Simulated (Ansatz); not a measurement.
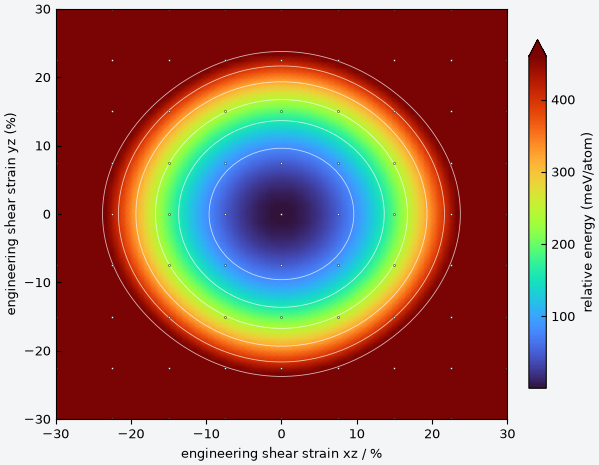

Pt (Im-3m, No. 229; 1 atom in the cell). The energy is mapped over two homogeneous strains (x, y and z along the cube axes). First axis: engineering shear strain xz. Second axis: engineering shear strain yz. Nothing is relaxed (symmetry fixes all fractional coordinates). The scan uses a 9 × 9 grid; 15 points were computed and 66 follow by symmetry. Points are written as (first, second). Energies are in meV/atom, from the lowest grid point. Method: Ansatz, DFT PBEsol, scalar-relativistic, plane waves, PAW. Settings: cutoff 420 eV, k-mesh 20×20×20, gaussian smearing 0.15 eV, no spin polarisation.

Drawn: a smooth colour map with a few white contour lines, dots at the grid points, one colour for all values above the top of the scale. Between grid points the surface is interpolated.

Q: Where is the minimum, and how stiff is the crystal against these two strains (in GPa)?

A: The interpolated minimum is at 0.0 % and 0.0 %. Divided by the cell volume of 15.2 Å³, the second derivatives of the energy there are about 187 GPa along the first strain and 187 GPa along the second, with a cross term of about 0 GPa (clamped ions). Round the minimum the contours are nearly round: the two directions are equally stiff and uncoupled.

PAW datasets: the set soft_1.
